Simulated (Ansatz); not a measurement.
## Run report: Ti$_{3}$Al$_{5}$, geometry relaxation (part 1 of 2)

Ti$_{3}$Al$_{5}$ (Pmmm, 8 atoms in the cell), computed with DFT r2SCAN, scalar-relativistic, plane waves, PAW, no spin polarisation (Ansatz 0.2.0).

The structure derives from a Materials Project entry. It belongs to a series of runs on one base structure; here: volume × 1.06, shape and atoms relaxed. Figures and captions count atoms from 1; the log counts them from 0 in places.

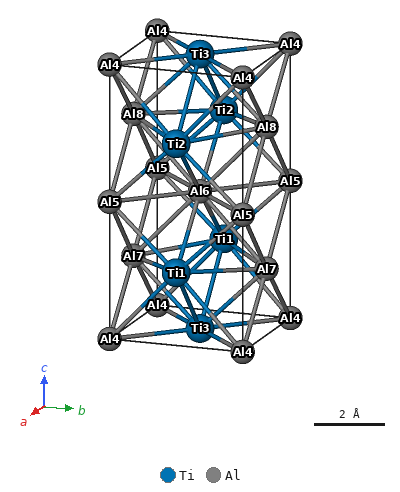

Fig. 1: The structure as given in the input (ball-and-stick view of the cell of the calculation, seen slightly off an axis; atoms are numbered from 1 in the order of the input). An atom can appear more than once, as a periodic image.

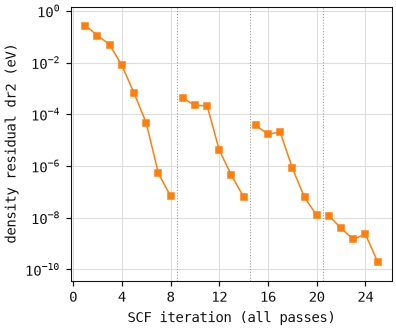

Fig. 2: Convergence of the self-consistent field: density residual dr2 against the SCF iteration. The dotted lines part the SCF passes of the relaxation: geometry steps, rejected trials and re-solves on a re-selected basis. The passes take 8, 6, 6 and 5 iterations.

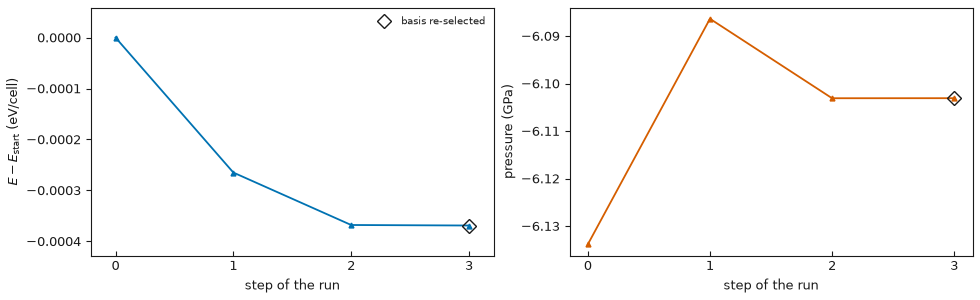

Fig. 3: Progress of the relaxation, step by step (the first geometry is step 0 here and step 1 in the log). The energy falls by 0.4 meV per cell of the calculation in 2 geometry steps. The largest force component goes from 0.044 to 0.00099 eV/Å. Pressure: −6.13 GPa at the start and −6.10 GPa at the end. The largest moves relative to the cell, 0.007 Å, are those of Al7 and Al8. Largest moves by element: Al 0.007 Å, Ti 0.002 Å. Among the contacts that change: Al4–Al7 2.811 → 2.805 Å, Al6–Al7 2.955 → 2.960 Å, Ti3–Al7 2.857 → 2.852 Å. The space group stays Pmmm (No. 47). A last SCF at the same geometry on a re-selected plane-wave basis shifts the energy by next to nothing (0.0 meV per cell of the calculation). (Atoms are counted from 1 in the order of the input.)

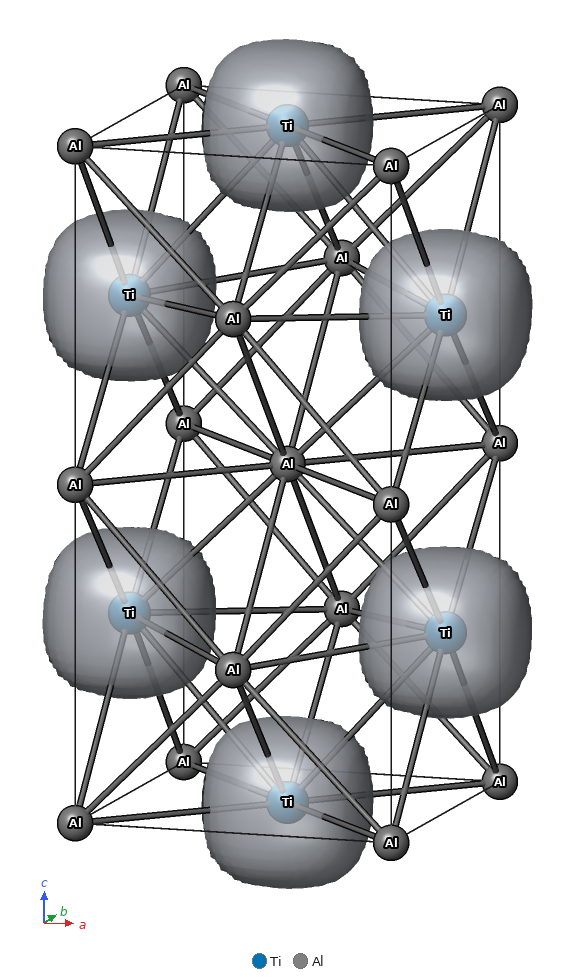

Fig. 4: Isosurface of the valence charge density (pseudo) at 0.3 e/Å³ (grey), seen slightly off an axis. Sticks mark near contacts. The outline is the cell set on symmetry axes. At this value the density breaks into separate islands; it holds about 55 % of the electrons treated as valence (semicore included). It is pinched off along the Ti–Al (2.77 Å), Al–Al (2.81 Å), Ti–Ti (2.95 Å) and Ti–Al (2.82 Å) contacts. On the grid the lowest density along these lines, outside the cores, is 0.22 e/Å³ (Ti–Al, 2.77 Å), 0.22 e/Å³ (Al–Al, 2.81 Å), 0.21 e/Å³ (Ti–Ti, 2.95 Å) and 0.2 e/Å³ (Ti–Al, 2.82 Å). The fields are those of the smooth PAW valence density.

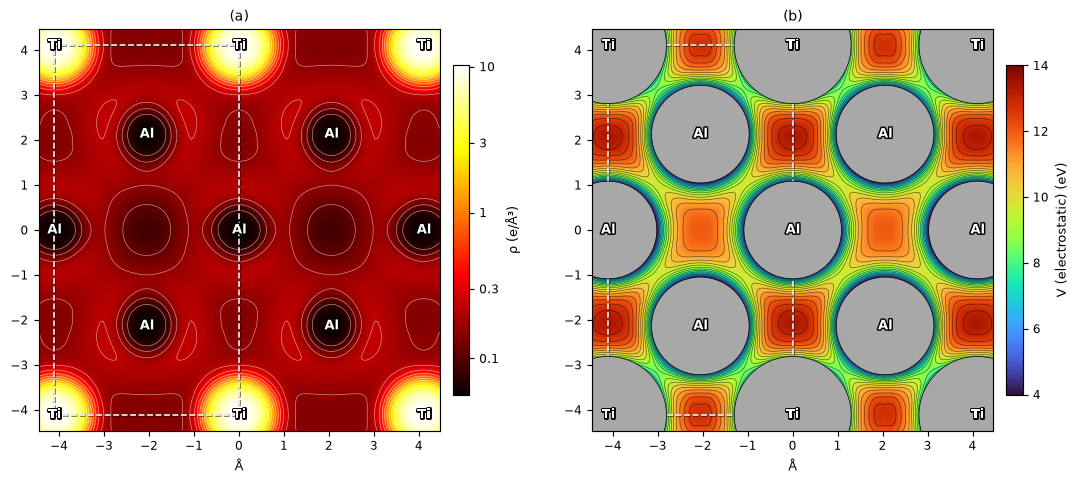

Fig. 5: (a) valence pseudo-density; (b) electrostatic potential (local pseudopotential plus Hartree) felt by an electron on the (100) plane of the conventional cell. Grey discs, where drawn, cover atomic cores. Ti–Al (2.85 Å): ρ is about 0.2 e/Å³ halfway. Away from the nuclei the density in this plane falls to 0.09 e/Å³ at its lowest. Outside the cores the potential energy rises away from the atoms and is highest about 2.0 Å from the nearest atoms; outside the discs it spans about 9 eV, and its zero is arbitrary.

The input that produced these results follows, with the program's output.

### Input file
```yaml
crystal:
  lattice:
    - [3.9765253306, 0.0, 0.0]
    - [0.0, 4.1046438515, 0.0]
    - [0.0, 0.0, 8.2261563054]
  atoms:
    - { symbol: Ti, position: [0.0, 0.5, 0.2650834964] }
    - { symbol: Ti, position: [0.0, 0.5, 0.7349165036] }
    - { symbol: Ti, position: [0.5, 0.5, 0.0] }
    - { symbol: Al, position: [0.0, 0.0, 0.0] }
    - { symbol: Al, position: [0.0, 0.0, 0.5] }
    - { symbol: Al, position: [0.5, 0.5, 0.5] }
    - { symbol: Al, position: [0.5, 0.0, 0.2415401047] }
    - { symbol: Al, position: [0.5, 0.0, 0.7584598953] }
basis:
  ecutwfc: 500
kpoints:
  mp_grid: { grid: [10, 10, 6] }
hamiltonian:
  xc: r2scan
scf:
  occupations: { method: gaussian, width: 0.1 }
output:
  forces: true
  stress: true
  eigenvalues: true
  write_density: true
  write_potential: true
  elf: true
  volumetric_format: npy
relax:
  adjacent_minimum: "off"
  f_tol: 0.01
  max_steps: 30
  cell: { stress_tol: 0.1, fix: [volume] }
```

Launched with:
```bash
ansatz run input.yaml --threads 2 --pin off --max-ram 5120MiB --backend cpu --events-out ev --progress --plain --runs-dir out
```

### The program's output
```
Engine: ansatz 0.2.0, x86_64-unknown-linux-gnu
Pseudopotentials: kind: paw
Pseudopotential: Ti, paw, valence charge 12, recommended cutoff 500 eV (meta_gga), Ti.paw.azcp
Pseudopotential: Al, paw, valence charge 3, recommended cutoff 500 eV (meta_gga), Al.paw.azcp
Functional definition: r2SCAN
  parameter k0 = 0.174
  parameter k1 = 0.065
  parameter a1 = 4.9479
  exchange = r2scan_x(k0 = k0, k1 = k1, a1 = a1)
  correlation = r2scan_c
Crystal: 8 atoms, lattice volume = 134.269 Å³
Basis set: ecut = 500 eV, 3421 PW (Γ), exchange–correlation on 120×120×240 points (64 copies of the dense FFT grid, shifted against one another)
Bands: 34, of which v1, the nominal top of the filled ones, is band 26 counted from 1 (25 counted from 0)
Symmetry: 8 space group operations
Space group: Pmmm (ITA 47), of the structure as read, at distance tolerance 5.1e-5 Å
k-points: 144 of 600
Non-local potential: Ti, projectors of the file, l = 0: 3, l = 1: 2, l = 2: 3, l = 3: 1
Non-local potential: Al, projectors of the file, l = 0: 2, l = 1: 2, l = 2: 1
PAW form: soft (Blöchl's): semilocal exchange-correlation on the pseudo side does not see the compensation charge
PAW frozen core: Ti, regenerated for the run's functional (the file was generated under x = pbe(κ = 0.804, μ = 0.2195149727645171), c = pbe(β = 0.06672455060314922))
PAW frozen core: Al, regenerated for the run's functional (the file was generated under x = pbe(κ = 0.804, μ = 0.2195149727645171), c = pbe(β = 0.06672455060314922))
PAW one-centre angular grid: Ti, 590 points (default); XC on 160 Gauss nodes
PAW one-centre angular grid: Al, 302 points (default); XC on 160 Gauss nodes
Initial density: superposition of atomic densities (neutral atoms: chi_scale 0, normalization atom), corrected by the library's trained network
Initial wavefunctions: pseudopotential atomic-orbital guess
Functional: x = r2scan, c = r2scan; τ floored in thin density (d = 2e-4 eV/Å³)
SCF iter   1: F=—  HF=-10218.587481 eV  |F-HF|=—  |Δ(HF+E_count)|=         —  Δρ=1.23e-2  dr2=2.70e-1  dr2_τ=5.90e-2  ethr=1.77e-3  ⟨swp⟩=6.7  Hψ=22886  notcnv=0
preconditioner: auto → Kerker (q_TF=auto, 2.322 Å⁻¹)  [metal: Δε(μ)=0.012 eV  Ē_g=4.869 eV  σ=0.100 eV  W_gap=0.07  n_scr=30 (ndim 8)  ℏωp=16.7 eV  f_vac=0.000  D(μ)=4.40/eV (n_scr^D=38)]
SCF iter   2: F=—  HF=-10218.681372 eV  |F-HF|=—  |Δ(HF+E_count)|=   9.39e-2  Δρ=7.47e-3  dr2=1.11e-1  dr2_τ=9.38e-3  ethr=5.30e-4  ⟨swp⟩=2.9  Hψ=10606  notcnv=0  defer=278
SCF iter   3: F=—  HF=-10218.674991 eV  |F-HF|=—  |Δ(HF+E_count)|=   6.38e-3  Δρ=3.91e-3  dr2=4.93e-2  dr2_τ=1.36e-3  ethr=2.17e-4  ⟨swp⟩=2.1  Hψ=6510  notcnv=0  defer=278
SCF iter   4: F=—  HF=-10218.672979 eV  |F-HF|=—  |Δ(HF+E_count)|=   2.01e-3  Δρ=1.92e-3  dr2=7.81e-3  dr2_τ=1.98e-4  ethr=9.67e-5  ⟨swp⟩=1.8  Hψ=4855  notcnv=0  defer=278
SCF iter   5: F=—  HF=-10218.672295 eV  |F-HF|=—  |Δ(HF+E_count)|=   6.84e-4  Δρ=4.75e-4  dr2=6.64e-4  dr2_τ=6.30e-6  ethr=1.53e-5  ⟨swp⟩=2.2  Hψ=5988  notcnv=0  defer=278
SCF iter   6: F=—  HF=-10218.672195 eV  |F-HF|=—  |Δ(HF+E_count)|=   1.00e-4  Δρ=1.20e-4  dr2=4.66e-5  dr2_τ=9.10e-7  ethr=1.30e-6  ⟨swp⟩=2.2  Hψ=6173  notcnv=0  defer=278
SCF iter   7: F=—  HF=-10218.672195 eV  |F-HF|=—  |Δ(HF+E_count)|=   6.16e-8  Δρ=1.96e-5  dr2=5.20e-7  dr2_τ=1.17e-8  ethr=9.14e-8  ⟨swp⟩=2.3  Hψ=6120  notcnv=0  defer=277
SCF iter   8: F=-10218.672196 eV  HF=-10218.672196 eV  |F-HF|=1.93e-8  |Δ(HF+E_count)|=   5.14e-7  Δρ=6.01e-6  dr2=6.87e-8  dr2_τ=2.16e-9  ethr=1.96e-10  ⟨swp⟩=13.5  Hψ=31528  notcnv=0
SCF 1 converged in 8 iterations: F = -10218.672196 eV  dr2 = 6.87e-8
  greatest PAW one-centre occupation: 1.001 electrons in one spin orbital (limit 2), on the Ti atom at site 2 (counted from 0), in its partial waves of l = 1
relax step   1: F+E_penalty+E_count = -10218.67219570 eV  Δ(F+E_penalty+E_count) = +0.000e0 eV  max|allowed force component| = 4.402e-2 eV/Å  Δτ_max = 0.0000 Å  P = -6.134 GPa  Ω = 134.269 Å³  fix = [volume]  reactions: volume -6.134 GPa  (8 SCF iters, dr2 threshold 1.00e-7 eV, accepted)
Initial density: handed on by an earlier stage of this run
Initial wavefunctions: those handed on with the density
iter 1 solved again at ethr=8.64e-7 eV; its pass at ethr=3.10e-3 eV (dr2=4.40e-4 eV) is discarded
SCF iter   1: F=—  HF=-10218.671680 eV  |F-HF|=—  |Δ(HF+E_count)|=         —  Δρ=4.58e-4  dr2=4.27e-4  dr2_τ=1.35e-3  ethr=8.64e-7  ⟨swp⟩=2.2  Hψ=21439  notcnv=0
preconditioner: auto → Kerker (q_TF=auto, 2.322 Å⁻¹)  [metal: Δε(μ)=0.003 eV  Ē_g=4.791 eV  σ=0.100 eV  W_gap=0.02  n_scr=30 (ndim 8)  ℏωp=16.7 eV  f_vac=0.000  D(μ)=4.45/eV (n_scr^D=38)]
SCF iter   2: F=—  HF=-10218.672493 eV  |F-HF|=—  |Δ(HF+E_count)|=   8.13e-4  Δρ=3.43e-4  dr2=2.19e-4  dr2_τ=1.05e-5  ethr=8.38e-7  ⟨swp⟩=2.0  Hψ=7856  notcnv=0
SCF iter   3: F=—  HF=-10218.672485 eV  |F-HF|=—  |Δ(HF+E_count)|=   8.32e-6  Δρ=2.60e-4  dr2=2.14e-4  dr2_τ=6.85e-6  ethr=4.30e-7  ⟨swp⟩=2.0  Hψ=5866  notcnv=0
SCF iter   4: F=—  HF=-10218.672468 eV  |F-HF|=—  |Δ(HF+E_count)|=   1.68e-5  Δρ=4.39e-5  dr2=4.12e-6  dr2_τ=3.04e-7  ethr=4.20e-7  ⟨swp⟩=2.0  Hψ=5168  notcnv=0
SCF iter   5: F=—  HF=-10218.672461 eV  |F-HF|=—  |Δ(HF+E_count)|=   7.44e-6  Δρ=2.18e-5  dr2=4.36e-7  dr2_τ=2.43e-8  ethr=8.08e-9  ⟨swp⟩=2.0  Hψ=6741  notcnv=0
SCF iter   6: F=-10218.672461 eV  HF=-10218.672461 eV  |F-HF|=4.00e-8  |Δ(HF+E_count)|=   2.93e-7  Δρ=6.86e-6  dr2=6.33e-8  dr2_τ=3.28e-9  ethr=2.37e-10  ⟨swp⟩=8.8  Hψ=28570  notcnv=0
SCF 2 converged in 6 iterations: F = -10218.672461 eV  dr2 = 6.33e-8
relax step   2: F+E_penalty+E_count = -10218.67246106 eV  Δ(F+E_penalty+E_count) = -2.654e-4 eV  max|allowed force component| = 2.335e-2 eV/Å  Δτ_max = 0.0103 Å  P = -6.086 GPa  Ω = 134.269 Å³  energy of the carried Pulay correction = +1.220e-15 eV  fix = [volume]  reactions: volume -6.086 GPa  (6 SCF iters, dr2 threshold 1.21e-7 eV, accepted)
iter 1 solved again at ethr=7.53e-8 eV; its pass at ethr=3.10e-3 eV (dr2=3.84e-5 eV) is discarded
```
